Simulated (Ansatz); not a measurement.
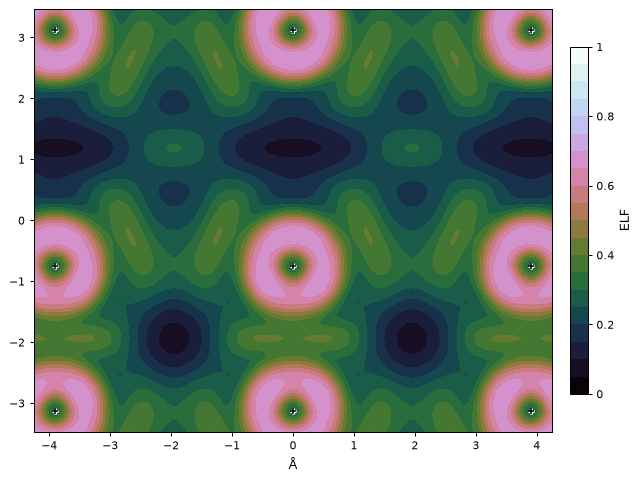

The electron localisation function on a plane through atoms (crosses mark nuclei in the plane).

Computed with Ansatz 0.2.0, DFT LDA, scalar-relativistic, plane waves, PAW.

Candidates:
A. Si, a = 3.80 Å, b = 3.80 Å, c = 6.29 Å, α = 90.00°, β = 90.00°, γ = 120.00°. Space group P6₃/mmc; a structure from a database of computed crystals, not necessarily the ambient phase.
B. Ir, a = 3.90 Å, b = 3.90 Å, c = 6.25 Å, α = 90.00°, β = 90.00°, γ = 120.00°. Space group P6₃/mmc; computed without spin polarisation.

Q: Which system is this?

A: Candidate B: Ir on the (010) plane of the conventional cell, which holds Ir. Ir–Ir (2.37 Å): the ELF is about 0.40 at the midpoint.
